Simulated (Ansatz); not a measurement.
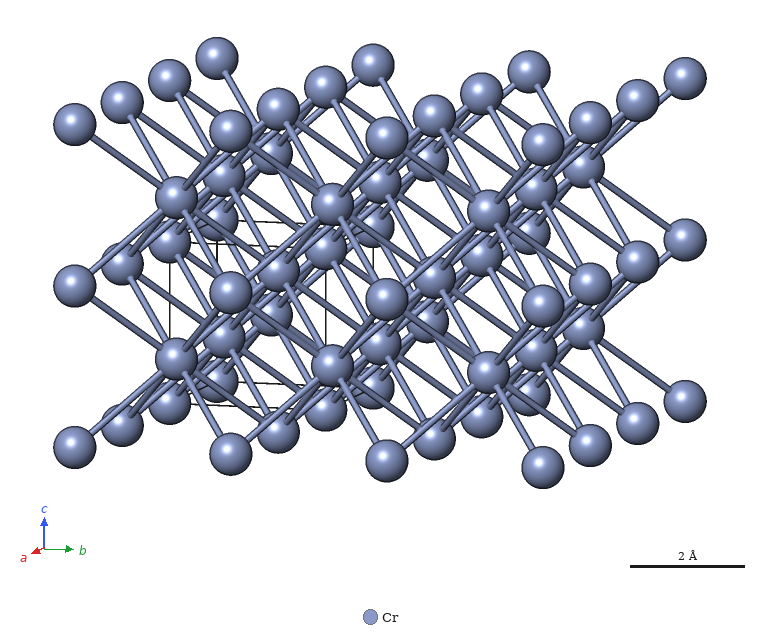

*The structure as given in the input (ball-and-stick view of the cell 2 times as large as that of the calculation, set on its symmetry axes, repeated 3 × 3 × 2, seen slightly off an axis).*

Near neighbours in the crystal (not all of them lie inside the picture): Cr has 8 Cr at 2.50 Å.

**Geometry relaxation of Cr**

Cr (Im-3m, 1 atom in the cell), computed with DFT LDA, scalar-relativistic, plane waves, PAW, no spin polarisation (Ansatz 0.2.0).

The structure derives from an entry of the Crystallography Open Database.

**The program's output**
```
Engine: ansatz 0.2.0, aarch64-unknown-linux-gnu
Pseudopotentials: kind: paw
Pseudopotential: Cr, paw, valence charge 14, recommended cutoff 420 eV (normal), Cr.paw.azcp
Functional definition: SPW92
  exchange = slater_x
  correlation = pw_c
Crystal: 1 atoms, lattice volume = 11.993 Å³
Basis set: ecut = 420 eV, 225 PW (Γ)
Bands: 11, of which v1, the nominal top of the filled ones, is band 7 counted from 1 (6 counted from 0)
Symmetry: 48 space group operations
Space group: Im-3m (ITA 229), of the structure as read, at distance tolerance 2.3e-5 Å
k-points: 47 of 1000
Non-local potential: Cr, projectors of the file, l = 0: 3, l = 1: 2, l = 2: 3, l = 3: 1
PAW form: soft (Blöchl's): semilocal exchange-correlation on the pseudo side does not see the compensation charge
PAW frozen core: Cr, regenerated for the run's functional, and the local potential with it (the file was generated under x = pbe(κ = 0.804, μ = 0.2195149727645171), c = pbe(β = 0.06672455060314922))
PAW one-centre angular grid: Cr, 590 points (default); XC on 64 Gauss nodes
Initial density: superposition of atomic densities (neutral atoms: chi_scale 0, normalization atom), corrected by the library's trained network
Initial wavefunctions: pseudopotential atomic-orbital guess
Functional: x = slater, c = lda
SCF iter   1: F=—  HF=-3322.966159 eV  |F-HF|=—  |Δ(HF+E_count)|=         —  Δρ=1.09e-2  dr2=5.83e-3  ethr=1.77e-3  ⟨swp⟩=3.9  Hψ=2479  notcnv=0
preconditioner: auto → none  [metal: Δε(μ)=0.095 eV  Ē_g=7.126 eV  σ=0.100 eV  W_gap=0.49  n_scr=0 (ndim 8)  ℏωp=26.3 eV  f_vac=0.000  D(μ)=0.94/eV (n_scr^D=12)]
SCF iter   2: F=—  HF=-3322.965614 eV  |F-HF|=—  |Δ(HF+E_count)|=   5.46e-4  Δρ=5.55e-3  dr2=2.59e-3  ethr=4.17e-5  ⟨swp⟩=3.0  Hψ=1395  notcnv=0  defer=1
SCF iter   3: F=—  HF=-3322.964956 eV  |F-HF|=—  |Δ(HF+E_count)|=   6.58e-4  Δρ=2.75e-3  dr2=2.32e-4  ethr=1.85e-5  ⟨swp⟩=2.6  Hψ=764  notcnv=0  defer=1
SCF iter   4: F=—  HF=-3322.964949 eV  |F-HF|=—  |Δ(HF+E_count)|=   6.39e-6  Δρ=4.47e-4  dr2=7.20e-6  ethr=1.66e-6  ⟨swp⟩=1.0  Hψ=519  notcnv=0  defer=1
SCF iter   5: F=—  HF=-3322.964955 eV  |F-HF|=—  |Δ(HF+E_count)|=   5.54e-6  Δρ=3.74e-5  dr2=6.30e-8  ethr=5.15e-8  ⟨swp⟩=1.7  Hψ=669  notcnv=0  defer=1
SCF iter   6: F=-3322.964955 eV  HF=-3322.964955 eV  |F-HF|=3.14e-11  |Δ(HF+E_count)|=   2.11e-9  Δρ=2.65e-6  dr2=1.82e-10  ethr=4.50e-10  ⟨swp⟩=1.9  Hψ=1643  notcnv=0
SCF 1 converged in 6 iterations: F = -3322.964955 eV  dr2 = 1.82e-10
  greatest PAW one-centre occupation: 1.000 electrons in one spin orbital (limit 2), on the Cr atom at site 0 (counted from 0), in its partial waves of l = 0
relax step   1: F+E_penalty+E_count = -3322.96495480 eV  Δ(F+E_penalty+E_count) = +0.000e0 eV  max|allowed force component| = 0.000e0 eV/Å  Δτ_max = 0.0000 Å  P = -24.144 GPa  Ω = 11.993 Å³  (6 SCF iters, dr2 threshold 1.00e-7 eV, accepted)
Crystal: 1 atoms, lattice volume = 10.964 Å³
Basis set: ecut = 420 eV, 201 PW (Γ)
Initial density: handed on by an earlier stage of this run
Initial wavefunctions: those handed on with the density
iter 1 solved again at ethr=1.43e-4 eV; its pass at ethr=3.10e-3 eV (dr2=2.00e-2 eV) is discarded
SCF iter   1: F=—  HF=-3323.062231 eV  |F-HF|=—  |Δ(HF+E_count)|=         —  Δρ=1.46e-2  dr2=2.00e-2  ethr=1.43e-4  ⟨swp⟩=1.0  Hψ=3391  notcnv=0
preconditioner: auto → none  [metal: Δε(μ)=0.065 eV  Ē_g=7.824 eV  σ=0.100 eV  W_gap=0.35  n_scr=0 (ndim 8)  ℏωp=27.5 eV  f_vac=0.000  D(μ)=0.88/eV (n_scr^D=12)]
SCF iter   2: F=—  HF=-3323.059442 eV  |F-HF|=—  |Δ(HF+E_count)|=   2.79e-3  Δρ=1.04e-2  dr2=6.31e-3  ethr=1.43e-4  ⟨swp⟩=2.6  Hψ=999  notcnv=0
SCF iter   3: F=—  HF=-3323.057723 eV  |F-HF|=—  |Δ(HF+E_count)|=   1.72e-3  Δρ=2.72e-3  dr2=2.38e-4  ethr=4.51e-5  ⟨swp⟩=2.6  Hψ=951  notcnv=0
SCF iter   4: F=—  HF=-3323.058050 eV  |F-HF|=—  |Δ(HF+E_count)|=   3.27e-4  Δρ=5.28e-4  dr2=2.06e-5  ethr=1.70e-6  ⟨swp⟩=2.0  Hψ=875  notcnv=0
SCF iter   5: F=—  HF=-3323.058037 eV  |F-HF|=—  |Δ(HF+E_count)|=   1.27e-5  Δρ=6.50e-5  dr2=3.46e-7  ethr=1.47e-7  ⟨swp⟩=2.0  Hψ=582  notcnv=0
SCF iter   6: F=-3323.058037 eV  HF=-3323.058037 eV  |F-HF|=5.23e-11  |Δ(HF+E_count)|=   9.06e-8  Δρ=1.04e-6  dr2=3.10e-11  ethr=7.14e-10  ⟨swp⟩=4.9  Hψ=2217  notcnv=0
SCF 2 converged in 6 iterations: F = -3323.058037 eV  dr2 = 3.10e-11
relax step   2: F+E_penalty+E_count = -3323.05803687 eV  Δ(F+E_penalty+E_count) = -9.308e-2 eV  max|allowed force component| = 0.000e0 eV/Å  Δτ_max = 0.0000 Å  P = -2.804 GPa  Ω = 10.964 Å³  energy of the carried Pulay correction = +1.019e-3 eV  (6 SCF iters, dr2 threshold 1.00e-7 eV, accepted)
Crystal: 1 atoms, lattice volume = 10.842 Å³
iter 1 solved again at ethr=1.68e-6 eV; its pass at ethr=3.10e-3 eV (dr2=2.35e-4 eV) is discarded
SCF iter   1: F=—  HF=-3323.059101 eV  |F-HF|=—  |Δ(HF+E_count)|=         —  Δρ=1.65e-3  dr2=2.51e-4  ethr=1.68e-6  ⟨swp⟩=1.3  Hψ=3109  notcnv=0
preconditioner: auto → none  [insulator: Δε(μ)=0.101 eV  Ē_g=7.886 eV  σ=0.100 eV  W_gap=0.52  n_scr=0 (ndim 8)  ℏωp=27.6 eV  f_vac=0.000  D(μ)=0.86/eV (n_scr^D=12)  ε∞_Penn≈13.3]
SCF iter   2: F=—  HF=-3323.059068 eV  |F-HF|=—  |Δ(HF+E_count)|=   3.22e-5  Δρ=1.16e-3  dr2=7.14e-5  ethr=1.68e-6  ⟨swp⟩=2.5  Hψ=828  notcnv=0
SCF iter   3: F=—  HF=-3323.059047 eV  |F-HF|=—  |Δ(HF+E_count)|=   2.14e-5  Δρ=3.38e-4  dr2=3.80e-6  ethr=5.10e-7  ⟨swp⟩=2.9  Hψ=813  notcnv=0
SCF iter   4: F=—  HF=-3323.059053 eV  |F-HF|=—  |Δ(HF+E_count)|=   5.80e-6  Δρ=8.08e-5  dr2=5.10e-7  ethr=2.72e-8  ⟨swp⟩=2.0  Hψ=848  notcnv=0
SCF iter   5: F=-3323.059053 eV  HF=-3323.059053 eV  |F-HF|=3.82e-11  |Δ(HF+E_count)|=   5.37e-8  Δρ=1.09e-6  dr2=4.64e-11  ethr=7.14e-10  ⟨swp⟩=5.0  Hψ=2272  notcnv=0
SCF 3 converged in 5 iterations: F = -3323.059053 eV  dr2 = 4.64e-11
relax step   3: F+E_penalty+E_count = -3323.05905283 eV  Δ(F+E_penalty+E_count) = -1.016e-3 eV  max|allowed force component| = 0.000e0 eV/Å  Δτ_max = 0.0000 Å  P = +0.505 GPa  Ω = 10.842 Å³  energy of the carried Pulay correction = +1.147e-3 eV  (5 SCF iters, dr2 threshold 1.00e-7 eV, accepted)
Crystal: 1 atoms, lattice volume = 10.860 Å³
iter 1 solved again at ethr=3.74e-8 eV; its pass at ethr=3.10e-3 eV (dr2=5.23e-6 eV) is discarded
SCF iter   1: F=—  HF=-3323.059063 eV  |F-HF|=—  |Δ(HF+E_count)|=         —  Δρ=2.49e-4  dr2=5.72e-6  ethr=3.74e-8  ⟨swp⟩=1.9  Hψ=3119  notcnv=0
preconditioner: auto → none  [insulator: Δε(μ)=0.103 eV  Ē_g=7.869 eV  σ=0.100 eV  W_gap=0.53  n_scr=0 (ndim 8)  ℏωp=27.6 eV  f_vac=0.000  D(μ)=0.87/eV (n_scr^D=12)  ε∞_Penn≈13.3]
SCF iter   2: F=—  HF=-3323.059062 eV  |F-HF|=—  |Δ(HF+E_count)|=   7.72e-7  Δρ=1.75e-4  dr2=1.65e-6  ethr=3.74e-8  ⟨swp⟩=2.4  Hψ=827  notcnv=0
SCF iter   3: F=-3323.059062 eV  HF=-3323.059062 eV  |F-HF|=1.06e-7  |Δ(HF+E_count)|=   3.92e-7  Δρ=5.14e-5  dr2=8.83e-8  ethr=7.14e-10  ⟨swp⟩=2.5  Hψ=1878  notcnv=0
SCF 4 converged in 3 iterations: F = -3323.059062 eV  dr2 = 8.83e-8
relax step   4: F+E_penalty+E_count = -3323.05906211 eV  Δ(F+E_penalty+E_count) = -9.278e-6 eV  max|allowed force component| = 0.000e0 eV/Å  Δτ_max = 0.0000 Å  P = -0.011 GPa  Ω = 10.860 Å³  energy of the carried Pulay correction = +1.127e-3 eV  (3 SCF iters, dr2 threshold 1.00e-7 eV, accepted)
Initial wavefunctions: pseudopotential atomic-orbital guess (no wavefunctions were taken with the density)
iter 1 solved again at ethr=4.05e-9 eV; its pass at ethr=3.10e-3 eV (dr2=5.66e-7 eV) is discarded
SCF iter   1: F=—  HF=-3323.058451 eV  |F-HF|=—  |Δ(HF+E_count)|=         —  Δρ=1.75e-4  dr2=4.20e-7  ethr=4.05e-9  ⟨swp⟩=2.9  Hψ=3944  notcnv=0
preconditioner: auto → none  [insulator: Δε(μ)=0.103 eV  Ē_g=7.870 eV  σ=0.100 eV  W_gap=0.53  n_scr=0 (ndim 8)  ℏωp=27.6 eV  f_vac=0.000  D(μ)=0.87/eV (n_scr^D=12)  ε∞_Penn≈13.3]
SCF iter   2: F=—  HF=-3323.058450 eV  |F-HF|=—  |Δ(HF+E_count)|=   5.83e-7  Δρ=1.04e-4  dr2=5.02e-7  ethr=3.00e-9  ⟨swp⟩=2.0  Hψ=848  notcnv=0
SCF iter   3: F=—  HF=-3323.058450 eV  |F-HF|=—  |Δ(HF+E_count)|=   1.88e-8  Δρ=7.57e-5  dr2=4.07e-7  ethr=3.00e-9  ⟨swp⟩=2.9  Hψ=845  notcnv=0
SCF iter   4: F=-3323.058450 eV  HF=-3323.058450 eV  |F-HF|=3.48e-10  |Δ(HF+E_count)|=   1.48e-7  Δρ=6.50e-6  dr2=8.12e-10  ethr=7.14e-12  ⟨swp⟩=3.1  Hψ=2212  notcnv=0
SCF 5 converged in 4 iterations: F = -3323.058450 eV  dr2 = 8.12e-10
relax step   5: F+E_penalty+E_count = -3323.05845020 eV  Δ(F+E_penalty+E_count) = +6.119e-4 eV  max|allowed force component| = 0.000e0 eV/Å  Δτ_max = 0.0000 Å  P = -0.129 GPa  Ω = 10.860 Å³  stress off target by 1.29e-1 GPa  SCF on the basis re-selected at this cell (its energy is not comparable with the rows above)  (4 SCF iters)
```

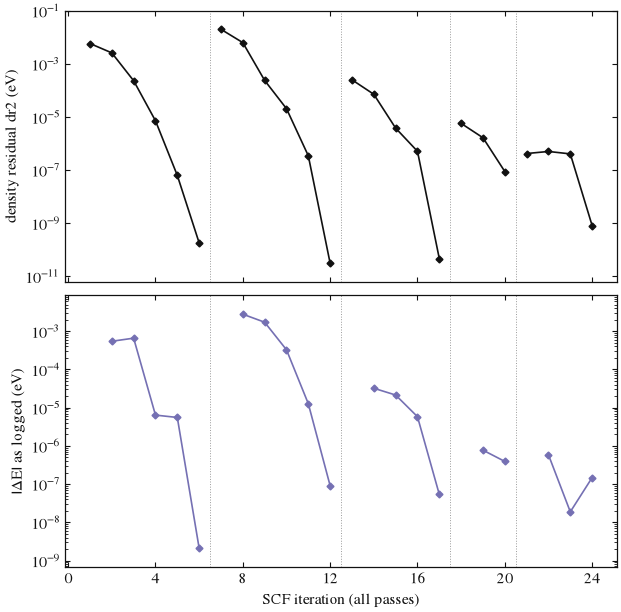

*Convergence of the self-consistent field: density residual dr2 and size of the energy change against the SCF iteration. The dotted lines part the SCF passes of the relaxation: geometry steps, rejected trials and re-solves on a re-selected basis.*

The 5 passes take 3 to 6 iterations each, 24 in all.

```
basis re-selected at this cell: Δ(F+E_penalty+E_count) = +6.119e-4 eV, ΔP = -0.118 GPa vs the last step (what re-selecting the basis moved, of the pressure what is left beyond the Pulay correction that the steps carried, after the strain that the cell walked since its last selection, with what the two solves' SCF thresholds leave and, on support functions, any second-order correction that the steps lacked; it is no measure of the basis error at this ecutwfc). This SCF's stress stands 1.29e-1 GPa from its target on what of the cell is left free (relax.cell.stress_tol is 5.00e-1 GPa) and its largest allowed force component is 0.00e0 eV/Å (relax.f_tol is 5.00e-2 eV/Å): within both
SCF converged after 4 iterations
Free energy (F): -3323.058450 eV
Harris-Foulkes:  -3323.058450 eV  (|F-HF|=3.48e-10)
Internal energy: -3323.054111 eV  (E = F + TS)
E sigma→0 (E₀):  -3323.056281 eV
Entropy (-TS):   -0.004339 eV (-4.339 meV/atom)
Fermi energy:    20.564013 eV
--- Per-component energies (eV) ---
  E_band       = -127.264762
  E_kinetic    = 345.472605
  E_local      = -1125.351957  (includes V_loc(G=0)·N_el)
  E_nonlocal   = 83.562168
  E_hartree    = 494.575007
  E_xc         = -139.930062
  E_vxc        = -179.522022  (∫ρ·V_xc dr)
  E_paw        = -1141.123432  (= ΣΔE_a)
  E_vpaw       = -240.575839  (= ΣTr[D̂ρ^β])
  E_aug_tail   = 0.000320  (compensation charges beyond the density's cutoff)
  E_ewald      = -1840.623884
  E_core_change = 0.365125  (= ΣΔE_core)
  E_smearing   = -0.004339  (= −TS)
  E_closure    = 0.000000  (closes the sum)
  Σ components = -3323.058450   (vs F -3323.058450, Δ=0.00e0)
--- Forces (eV/Å), atoms counted from 1 ---
  atom   1  Cr     0.00000000     0.00000000    -0.00000000
  max |Σ_I F_I| component: 6.57e-32 eV/Å
--- Stress (GPa, compression-positive) ---
       -0.129079      -0.000000      -0.000000
       -0.000000      -0.129079      -0.000000
       -0.000000      -0.000000      -0.129079
  P = ⅓ Tr σ = -0.1291 GPa (-1.291 kbar)
--- Band table (eV; the first three rows and the last of 47) ---
  k-point 0: bands = ["-50.7781", "-21.7614", "-21.7614", "-21.7614", "12.4816", "19.5003", "19.5003", "19.5003", "21.6867", "21.6867", "43.3617"]
  k-point 1: bands = ["-50.7523", "-21.8755", "-21.7961", "-21.7623", "12.9387", "19.3181", "19.4610", "19.8252", "21.4992", "21.7014", "42.3877"]
  k-point 2: bands = ["-50.6843", "-22.1692", "-21.8862", "-21.7647", "14.1485", "18.8642", "19.2555", "20.7290", "21.3056", "21.7603", "39.7883"]
  k-point 46: bands = ["-50.3165", "-22.5388", "-22.5388", "-22.5388", "15.7462", "15.7462", "23.2089", "23.2089", "23.2089", "31.6699", "31.6699"]
--- Relaxed structure (4 steps of the walk, 4 accepted, 1 SCFs on fresh bases) ---
  F+E_penalty+E_count = -3323.05845020 eV   max|allowed force component| = 0.000e0 eV/Å   (the final SCF, on the basis selected at the relaxed cell)
  cell:  # Å, volume = 10.8602 Å³
    - [-1.3950595364115312, 1.3950595364115312, 1.3950595364115312]
    - [1.3950595364115312, -1.3950595364115312, 1.3950595364115312]
    - [1.3950595364115312, 1.3950595364115312, -1.3950595364115312]
  atoms:
    - { symbol: Cr, position: [0.0, 0.0, 0.0] }
```

**Trajectory as extended XYZ (Å, eV, eV/Å), 5 frames, from step=1 to step=5**
```
1
Lattice="-1.4420 1.4420 1.4420 1.4420 -1.4420 1.4420 1.4420 1.4420 -1.4420" Properties=species:S:1:pos:R:3:forces:R:3 step=1 energy=-3322.96495 pressure_GPa=-24.14
Cr    0.0000    0.0000    0.0000    0.0000   0.0000   0.0000
1
Lattice="-1.3995 1.3995 1.3995 1.3995 -1.3995 1.3995 1.3995 1.3995 -1.3995" Properties=species:S:1:pos:R:3:forces:R:3 step=2 energy=-3323.05804 pressure_GPa=-2.80
Cr    0.0000    0.0000    0.0000    0.0000   0.0000   0.0000
1
Lattice="-1.3943 1.3943 1.3943 1.3943 -1.3943 1.3943 1.3943 1.3943 -1.3943" Properties=species:S:1:pos:R:3:forces:R:3 step=3 energy=-3323.05905 pressure_GPa=0.51
Cr    0.0000    0.0000    0.0000    0.0000   0.0000   0.0000
1
Lattice="-1.3951 1.3951 1.3951 1.3951 -1.3951 1.3951 1.3951 1.3951 -1.3951" Properties=species:S:1:pos:R:3:forces:R:3 step=4 energy=-3323.05906 pressure_GPa=-0.01
Cr    0.0000    0.0000    0.0000    0.0000   0.0000   0.0000
1
Lattice="-1.3951 1.3951 1.3951 1.3951 -1.3951 1.3951 1.3951 1.3951 -1.3951" Properties=species:S:1:pos:R:3:forces:R:3 step=5 energy=-3323.05845 pressure_GPa=-0.13
Cr    0.0000    0.0000    0.0000    0.0000   0.0000   0.0000
```

This output came from the following input.

**Input file**
```yaml
crystal:
  lattice:
    - [-1.44195, 1.44195, 1.44195]
    - [1.44195, -1.44195, 1.44195]
    - [1.44195, 1.44195, -1.44195]
  atoms:
    - { symbol: Cr, position: [0.0, 0.0, 0.0] }
basis:
  ecutwfc: 420
kpoints:
  mp_grid: { grid: [10, 10, 10] }
hamiltonian:
  xc: lda
scf:
  occupations: { method: gaussian, width: 0.1 }
output:
  forces: true
  stress: true
  eigenvalues: true
relax:
  adjacent_minimum: "off"
  f_tol: 0.05
  max_steps: 80
  cell: { stress_tol: 0.5 }
```

Command:
```bash
ansatz run input.yaml --threads 4 --pin off --max-ram 8192MiB --backend cpu --events-out ev --progress --plain --runs-dir out
```

**Summary**

```csv
quantity,value
outcome,converged
space group (tolerance 0.01 Å),Im-3m (229)
electrons treated,14
free energy,−3323.0585 eV
Fermi energy,20.564 eV
gap on the k-point mesh,none (metallic)
pressure,−0.13 GPa
final volume,10.86 Å³
largest force (length of the vector) at the end,under 0.001 eV/Å
final cell,"a = 2.416 Å, b = 2.416 Å, c = 2.416 Å, α = 109.47°, β = 109.47°, γ = 109.47°"
hardware,"4 threads of Arm Neoverse V1, 112 GiB of memory available, shared host"
wall time,1.4 s (CPU time 3.8 s)
peak memory,0.27 GiB
```

**Remarks**

The run has no spin polarisation, so a magnetic state may lie lower.
